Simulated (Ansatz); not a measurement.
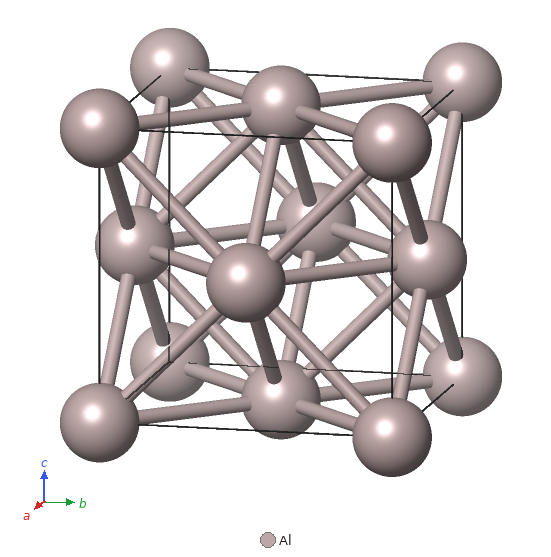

The figure gives a ball-and-stick picture of the atoms, viewed slightly off an axis. The conventional unit cell is outlined; an atom on or near a face, edge or corner is repeated at each equivalent position.

Al, face-centred cubic (Cu type), space group Fm-3m (No. 225), a = 4.041 Å, b = 4.041 Å, c = 4.041 Å, α = 90.00°, β = 90.00°, γ = 90.00°. The initial geometry was a structure type filled with this element by a generator (whether the element takes this form wasn't checked). Earlier steps of the study may have refined or changed the cell and positions. A calculation with Ansatz used it as input.

This one geometry was computed with Ansatz (DFT, plane waves, PAW) at three levels of theory: LDA, r2SCAN and PBE.

Which level gives the highest pressure at this volume, and what does that say about its equilibrium volume?

Highest: PBE (0.0 GPa), which points to the largest equilibrium volume. Lowest, with the smallest volume: LDA (-3.3 GPa) and r2SCAN (-3.0 GPa). Levels within 0.5 GPa of each other can't be told apart.

How does the band gap change with the level of theory?

All levels give a metal.

Collect the results in a table.

| level | cutoff (eV) | k-mesh of the run's cell | gap (eV) | pressure (GPa) |
| --- | --- | --- | --- | --- |
| LDA | 420 | 26×26×26 | metal | -3.3 |
| r2SCAN | 500 | 26×26×26 | metal | -3.0 |
| PBE | 420 | 26×26×26 | metal | 0.0 |

Gaps are taken on the k-mesh or band path of each run.
